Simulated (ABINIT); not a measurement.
# Run report: CdF$_{2}$, geometry relaxation (part 2 of 2)

Continued. System: CdF$_{2}$ (Fm-3m, 3 atoms in the cell). Method: Kohn-Sham DFT of a periodic cell, PBEsol, PseudoDojo NC SR PBEsol v0.4.1 standard, no spin polarisation (ABINIT 10.8.3); cutoff 1387.78 eV, 7×7×7 k-mesh, fermi-dirac of 0.05 eV. The structure derives from an entry of the Crystallography Open Database.

Geometry of the input (Å; fractional positions):
```
0.0000  2.6940  2.6940
2.6940  0.0000  2.6940
2.6940  2.6940  0.0000
Cd 0.0000  0.0000  0.0000
F  0.7500  0.7500  0.7500
F  0.2500  0.2500  0.2500
```

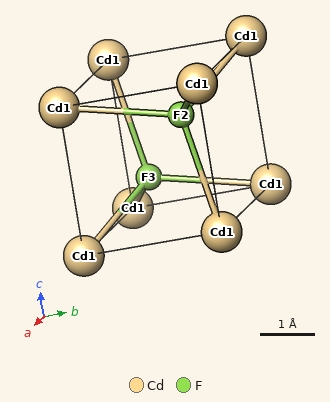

**Figure 1.** The geometry at step 1 of the log (ball-and-stick view of the cell of the calculation, seen slightly off an axis; atoms are numbered from 1 in the order of the input).

Log, continued:
```
--- !ResultsGS
iteration_state: {dtset: 1, itime: 2, icycle: 1, }
comment   : Summary of ground state results
lattice_vectors:
- [  0.0000000,   5.0891134,   5.0891134, ]
- [  5.0891134,   0.0000000,   5.0891134, ]
- [  5.0891134,   5.0891134,   0.0000000, ]
lattice_lengths: [   7.19709,    7.19709,    7.19709, ]
lattice_angles: [ 60.000,  60.000,  60.000, ] # degrees, (23, 13, 12)
lattice_volume:   2.6360665E+02
convergence: {deltae: -1.165E-12, res2:  1.865E-14, residm:  1.146E-05, diffor: null, }
etotal    :  -2.24394207E+02
entropy   :   0.00000000E+00
fermie    :   1.64610546E-01
cartesian_stress_tensor: # hartree/bohr^3
- [  7.94504555E-06,   0.00000000E+00,   0.00000000E+00, ]
- [  0.00000000E+00,   7.94504555E-06,   0.00000000E+00, ]
- [  0.00000000E+00,   0.00000000E+00,   7.94504555E-06, ]
pressure_GPa:  -2.3375E-01
xred      :
- [  1.0146E-32,  -3.0437E-32,   1.0146E-32, Cd]
- [  7.5000E-01,   7.5000E-01,   7.5000E-01,  F]
- [  2.5000E-01,   2.5000E-01,   2.5000E-01,  F]
cartesian_forces: # hartree/bohr
- [ -9.64503541E-31,   6.88931101E-31,  -9.64503541E-31, ]
- [  1.51564842E-30,  -1.79122086E-30,   1.51564842E-30, ]
- [ -5.51144881E-31,   1.10228976E-30,  -5.51144881E-31, ]
force_length_stats: {min:   1.35002373E-30, max:   2.79335863E-30, mean:   1.89050182E-30, }
...

 Integrated electronic density in atomic spheres:
 ------------------------------------------------
 Atom  Sphere_radius  Integrated_density
    1        2.00000         17.14111002
    2        2.00000          7.02151458
    3        2.00000          7.02151458

---OUTPUT-----------------------------------------------------------------------

 Cartesian coordinates (xcart) [bohr]
 -1.03266244150799E-31  1.03266244150799E-31 -1.03266244150799E-31
  7.63367003628237E+00  7.63367003628237E+00  7.63367003628237E+00
  2.54455667876079E+00  2.54455667876079E+00  2.54455667876079E+00
 Reduced coordinates (xred)
  1.01457991693361E-32 -3.04373975080082E-32  1.01457991693361E-32
  7.50000000000000E-01  7.50000000000000E-01  7.50000000000000E-01
  2.50000000000000E-01  2.50000000000000E-01  2.50000000000000E-01
 Cartesian forces (fcart) [Ha/bohr]; max,rms= 1.79122E-30 1.15280E-30 (free atoms)
 -9.64503541162810E-31  6.88931100830578E-31 -9.64503541162810E-31
  1.51564842182727E-30 -1.79122086215950E-30  1.51564842182727E-30
 -5.51144880664463E-31  1.10228976132893E-30 -5.51144880664463E-31
 Gradient of E wrt nuclear positions in reduced coordinates (gred)
  1.40241938705958E-30  9.81693570941704E-30  1.40241938705958E-30
  1.40241938705958E-30 -1.54266132576553E-29  1.40241938705958E-30
 -2.80483877411915E-30  5.60967754823831E-30 -2.80483877411915E-30
 Scale of Primitive Cell (acell) [bohr]
  7.19709313066110E+00  7.19709313066110E+00  7.19709313066110E+00
 Real space primitive translations (rprimd) [bohr]
  0.00000000000000E+00  5.08911335752158E+00  5.08911335752158E+00
  5.08911335752158E+00  0.00000000000000E+00  5.08911335752158E+00
  5.08911335752158E+00  5.08911335752158E+00  0.00000000000000E+00
 Unitary Cell Volume (ucvol) [Bohr^3]=  2.63606654675194E+02
 Angles (23,13,12)= [degrees]
  6.00000000000000E+01  6.00000000000000E+01  6.00000000000000E+01
 Lengths [Bohr]
  7.19709313066110E+00  7.19709313066110E+00  7.19709313066110E+00
 Stress tensor in cartesian coordinates (strten) [Ha/bohr^3]
  7.94504555405237E-06  0.00000000000000E+00  0.00000000000000E+00
  0.00000000000000E+00  7.94504555406278E-06  0.00000000000000E+00
  0.00000000000000E+00  0.00000000000000E+00  7.94504555406278E-06
 Total energy (etotal) [Ha]= -2.24394206672080E+02

 Difference of energy with previous step (new-old):
           Absolute (Ha)=-2.79040E-06
           Relative     =-1.24353E-08

--- Iteration: ( 3/50) Internal Cycle: (1/1)
--------------------------------------------------------------------------------

---SELF-CONSISTENT-FIELD CONVERGENCE--------------------------------------------

--- !BeginCycle
iteration_state: {dtset: 1, itime: 3, icycle: 1, }
solver: {iscf: 7, nstep: 80, nline: 4, wfoptalg: 0, }
tolerances: {tolvrs: 1.00E-12, }
...

     iter   Etot(hartree)      deltaE(h)  residm     vres2
 ETOT  1  -224.39397550158    -2.244E+02 1.829E-02 2.832E+00
 ETOT  2  -224.39410504810    -1.295E-04 1.823E-03 4.690E-01
 ETOT  3  -224.39419687299    -9.182E-05 6.214E-05 9.462E-02
 ETOT  4  -224.39420704009    -1.017E-05 2.517E-05 2.212E-02
 ETOT  5  -224.39420879194    -1.752E-06 3.922E-05 1.787E-03
 ETOT  6  -224.39420895983    -1.679E-07 2.281E-05 7.575E-06
 ETOT  7  -224.39420896012    -2.892E-10 4.570E-05 1.901E-07
 ETOT  8  -224.39420896015    -2.763E-11 2.208E-05 1.330E-09
 ETOT  9  -224.39420896014     1.492E-11 4.049E-05 6.334E-12
 ETOT 10  -224.39420896015    -1.660E-11 1.916E-05 7.434E-14

 At SCF step   10       vres2   =  7.43E-14 < tolvrs=  1.00E-12 =>converged.

 Cartesian components of stress tensor (hartree/bohr^3)
  sigma(1 1)= -1.50087067E-08  sigma(3 2)=  0.00000000E+00
  sigma(2 2)= -1.50087067E-08  sigma(3 1)=  0.00000000E+00
  sigma(3 3)= -1.50087067E-08  sigma(2 1)=  0.00000000E+00

--- !ResultsGS
iteration_state: {dtset: 1, itime: 3, icycle: 1, }
comment   : Summary of ground state results
lattice_vectors:
- [  0.0000000,   5.0854389,   5.0854389, ]
- [  5.0854389,   0.0000000,   5.0854389, ]
- [  5.0854389,   5.0854389,   0.0000000, ]
lattice_lengths: [   7.19190,    7.19190,    7.19190, ]
lattice_angles: [ 60.000,  60.000,  60.000, ] # degrees, (23, 13, 12)
lattice_volume:   2.6303607E+02
convergence: {deltae: -1.660E-11, res2:  7.434E-14, residm:  1.916E-05, diffor: null, }
etotal    :  -2.24394209E+02
entropy   :   0.00000000E+00
fermie    :   1.66212538E-01
cartesian_stress_tensor: # hartree/bohr^3
- [ -1.50087067E-08,   0.00000000E+00,   0.00000000E+00, ]
- [  0.00000000E+00,  -1.50087067E-08,   0.00000000E+00, ]
- [  0.00000000E+00,   0.00000000E+00,  -1.50087067E-08, ]
pressure_GPa:   4.4157E-04
xred      :
- [  2.1519E-31,  -8.0960E-31,   2.1519E-31, Cd]
- [  7.5000E-01,   7.5000E-01,   7.5000E-01,  F]
- [  2.5000E-01,   2.5000E-01,   2.5000E-01,  F]
cartesian_forces: # hartree/bohr
- [ -5.23965957E-30,   2.75771556E-31,   1.37885778E-30, ]
- [  7.99737513E-30,  -6.34274580E-30,   1.37885778E-30, ]
- [ -2.75771556E-30,   6.06697424E-30,  -2.75771556E-30, ]
force_length_stats: {min:   5.42506508E-30, max:   1.02999846E-29, mean:   7.64580391E-30, }
...

 Integrated electronic density in atomic spheres:
 ------------------------------------------------
 Atom  Sphere_radius  Integrated_density
    1        2.00000         17.13762955
    2        2.00000          7.02032918
    3        2.00000          7.02032918

---OUTPUT-----------------------------------------------------------------------

 Cartesian coordinates (xcart) [bohr]
 -3.02283071064063E-30  2.18864813119468E-30 -3.02283071064063E-30
  7.62815827941402E+00  7.62815827941402E+00  7.62815827941402E+00
  2.54271942647134E+00  2.54271942647134E+00  2.54271942647134E+00
 Reduced coordinates (xred)
  2.15187734479220E-31 -8.09596751685567E-31  2.15187734479220E-31
  7.50000000000000E-01  7.50000000000000E-01  7.50000000000000E-01
  2.50000000000000E-01  2.50000000000000E-01  2.50000000000000E-01
 Cartesian forces (fcart) [Ha/bohr]; max,rms= 7.99738E-30 4.56483E-30 (free atoms)
 -5.23965957012998E-30  2.75771556322631E-31  1.37885778161315E-30
  7.99737513335629E-30 -6.34274579542051E-30  1.37885778161315E-30
 -2.75771556322631E-30  6.06697423909788E-30 -2.75771556322631E-30
 Gradient of E wrt nuclear positions in reduced coordinates (gred)
 -8.41451632235746E-30  1.96338714188341E-29  2.52435489670724E-29
  2.52435489670724E-29 -4.76822591600256E-29 -8.41451632235746E-30
 -1.68290326447149E-29  2.80483877411915E-29 -1.68290326447149E-29
 Scale of Primitive Cell (acell) [bohr]
  7.19189659645061E+00  7.19189659645061E+00  7.19189659645061E+00
 Real space primitive translations (rprimd) [bohr]
  0.00000000000000E+00  5.08543885294268E+00  5.08543885294268E+00
  5.08543885294268E+00  0.00000000000000E+00  5.08543885294268E+00
  5.08543885294268E+00  5.08543885294268E+00  0.00000000000000E+00
 Unitary Cell Volume (ucvol) [Bohr^3]=  2.63036069241833E+02
 Angles (23,13,12)= [degrees]
  6.00000000000000E+01  6.00000000000000E+01  6.00000000000000E+01
 Lengths [Bohr]
  7.19189659645061E+00  7.19189659645061E+00  7.19189659645061E+00
 Stress tensor in cartesian coordinates (strten) [Ha/bohr^3]
 -1.50087067114779E-08  0.00000000000000E+00  0.00000000000000E+00
  0.00000000000000E+00 -1.50087067149474E-08  0.00000000000000E+00
  0.00000000000000E+00  0.00000000000000E+00 -1.50087067080085E-08
 Total energy (etotal) [Ha]= -2.24394208960153E+02

 Difference of energy with previous step (new-old):
           Absolute (Ha)=-2.28807E-06
           Relative     =-1.01967E-08

 At Broyd/MD step   3, gradients are converged :
  max grad (force/stress) = 1.5009E-06 < tolmxf= 2.0000E-05 ha/bohr (free atoms)

================================================================================

 ----iterations are completed or convergence reached----

 Mean square residual over all n,k,spin=   57.223E-09; max=  19.161E-06
 reduced coordinates (array xred) for    3 atoms
       0.000000000000     -0.000000000000      0.000000000000
       0.750000000000      0.750000000000      0.750000000000
       0.250000000000      0.250000000000      0.250000000000
 rms dE/dt=  3.1107E-29; max dE/dt=  3.3658E-29; dE/dt below (all hartree)
    1       0.000000000000      0.000000000000      0.000000000000
    2       0.000000000000     -0.000000000000     -0.000000000000
    3      -0.000000000000      0.000000000000     -0.000000000000

 cartesian coordinates (angstrom) at end:
    1     -0.00000000000000     0.00000000000000    -0.00000000000000
    2      4.03664751988843     4.03664751988843     4.03664751988843
    3      1.34554917329614     1.34554917329614     1.34554917329614

 cartesian forces (hartree/bohr) at end:
    1     -0.00000000000000     0.00000000000000     0.00000000000000
    2      0.00000000000000    -0.00000000000000     0.00000000000000
    3     -0.00000000000000     0.00000000000000    -0.00000000000000
 frms,max,avg= 4.5648315E-30 7.9973751E-30   0.000E+00  0.000E+00  0.000E+00 h/b

 cartesian forces (eV/Angstrom) at end:
    1     -0.00000000000000     0.00000000000000     0.00000000000000
    2      0.00000000000000    -0.00000000000000     0.00000000000000
    3     -0.00000000000000     0.00000000000000    -0.00000000000000
 frms,max,avg= 2.3473307E-28 4.1124156E-28   0.000E+00  0.000E+00  0.000E+00 e/A
 length scales=  7.191896596451  7.191896596451  7.191896596451 bohr
              =  3.805787779431  3.805787779431  3.805787779431 angstroms
 Fermi (or HOMO) energy (hartree) =   0.16621   Average Vxc (hartree)=  -0.40333
 Eigenvalues (hartree) for nkpt=  20  k points:
 kpt#   1, nband= 21, wtk=  0.00292, kpt=  0.0000  0.0000  0.0000 (reduced coord)
  -3.50108   -2.07256   -2.07256   -2.07256   -0.64829   -0.60638   -0.09512   -0.09512
  -0.09512   -0.04884   -0.04884    0.07450    0.07450    0.07450    0.09361    0.09361
   0.09361    0.22037    0.57253    0.57253    0.57253
      occupation numbers for kpt#   1
   2.00000    2.00000    2.00000    2.00000    2.00000    2.00000    2.00000    2.00000
   2.00000    2.00000    2.00000    2.00000    2.00000    2.00000    2.00000    2.00000
   2.00000    0.00000    0.00000    0.00000    0.00000
 prteigrs : prtvol=0 or 1, do not print more k-points.

--- !EnergyTerms
iteration_state     : {dtset: 1, itime: 3, icycle: 1, }
comment             : Components of total free energy in Hartree
kinetic             :  9.39588184078280E+01
hartree             :  6.56395807983915E+01
xc                  : -3.49381188281338E+01
Ewald energy        : -1.39571989799688E+02
psp_core            :  4.27381851963207E+00
local_psp           : -2.12474599596386E+02
non_local_psp       : -1.28171846179616E+00
internal            : -2.24394208960153E+02
'-kT*entropy'       :  2.64238716988720E-15
total_energy        : -2.24394208960153E+02
total_energy_eV     : -6.10607749137610E+03
band_energy         : -2.18867594002422E+01
...

 Cartesian components of stress tensor (hartree/bohr^3)
  sigma(1 1)= -1.50087067E-08  sigma(3 2)=  0.00000000E+00
  sigma(2 2)= -1.50087067E-08  sigma(3 1)=  0.00000000E+00
  sigma(3 3)= -1.50087067E-08  sigma(2 1)=  0.00000000E+00

-Cartesian components of stress tensor (GPa)         [Pressure=  4.4157E-04 GPa]
- sigma(1 1)= -4.41571397E-04  sigma(3 2)=  0.00000000E+00
- sigma(2 2)= -4.41571397E-04  sigma(3 1)=  0.00000000E+00
- sigma(3 3)= -4.41571397E-04  sigma(2 1)=  0.00000000E+00

== END DATASET(S) ==============================================================
================================================================================

 -outvars: echo values of variables after computation  --------
            acell      7.1918965965E+00  7.1918965965E+00  7.1918965965E+00 Bohr
           etotal     -2.2439420896E+02
            fcart     -5.2396595701E-30  2.7577155632E-31  1.3788577816E-30
                       7.9973751334E-30 -6.3427457954E-30  1.3788577816E-30
                      -2.7577155632E-30  6.0669742391E-30 -2.7577155632E-30
            rprim      0.0000000000E+00  7.0710678119E-01  7.0710678119E-01
                       7.0710678119E-01  0.0000000000E+00  7.0710678119E-01
                       7.0710678119E-01  7.0710678119E-01  0.0000000000E+00
           strten     -1.5008706711E-08 -1.5008706715E-08 -1.5008706708E-08
                       0.0000000000E+00  0.0000000000E+00  0.0000000000E+00
           xangst     -1.5996131234E-30  1.1581827129E-30 -1.5996131234E-30
                       4.0366475199E+00  4.0366475199E+00  4.0366475199E+00
                       1.3455491733E+00  1.3455491733E+00  1.3455491733E+00
             xred      2.1518773448E-31 -8.0959675169E-31  2.1518773448E-31
                       7.5000000000E-01  7.5000000000E-01  7.5000000000E-01
                       2.5000000000E-01  2.5000000000E-01  2.5000000000E-01
 Calculation completed.
```

Trajectory as extended XYZ (Å, eV, eV/Å), 3 frames, from step=0 to step=2:
```
3
Lattice="0.0000 2.6940 2.6940 2.6940 0.0000 2.6940 2.6940 2.6940 0.0000" Properties=species:S:1:pos:R:3:forces:R:3 step=0 energy=-6106.07735
Cd    0.0000    0.0000    0.0000    0.0000   0.0000   0.0000
F     4.0410    4.0410    4.0410    0.0000   0.0000   0.0000
F     1.3470    1.3470    1.3470    0.0000   0.0000   0.0000
3
Lattice="0.0000 2.6930 2.6930 2.6930 0.0000 2.6930 2.6930 2.6930 0.0000" Properties=species:S:1:pos:R:3:forces:R:3 step=1 energy=-6106.07743
Cd    0.0000    0.0000    0.0000    0.0000   0.0000   0.0000
F     4.0396    4.0396    4.0396    0.0000   0.0000   0.0000
F     1.3465    1.3465    1.3465    0.0000   0.0000   0.0000
3
Lattice="0.0000 2.6911 2.6911 2.6911 0.0000 2.6911 2.6911 2.6911 0.0000" Properties=species:S:1:pos:R:3:forces:R:3 step=2 energy=-6106.07749
Cd    0.0000    0.0000    0.0000    0.0000   0.0000   0.0000
F     4.0366    4.0366    4.0366    0.0000   0.0000   0.0000
F     1.3455    1.3455    1.3455    0.0000   0.0000   0.0000
```

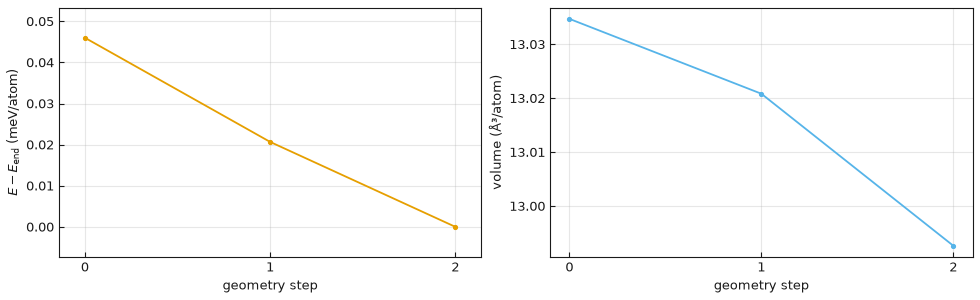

**Figure 2.** Progress of the relaxation, step by step (steps are counted from 0). The atoms keep their places relative to the cell (all moves are under 0.005 Å). The volume changes by −0.3 %, with a = b = c 5.388 → 5.382 Å (−0.1 %). The space group stays Fm-3m (No. 225). The energy falls by next to nothing (0.0 meV per atom) in 2 geometry steps. All forces vanish by symmetry, so only the cell relaxes.

Key numbers:

- outcome: converged
- space group (tolerance 0.01 Å): Fm-3m (225)
- electrons treated: 34
- free energy: −6106.0775 eV
- Fermi energy: 4.523 eV
- gap on the k-point mesh: 3.03 eV
- pressure: 0.00 GPa
- final volume: 38.98 Å³
- largest force (length of the vector) at the end: under 0.001 eV/Å
- final cell: a = 3.806 Å, b = 3.806 Å, c = 3.806 Å, α = 60.00°, β = 60.00°, γ = 60.00°
- wall time: 5.8 min
- peak memory: 0.12 GiB
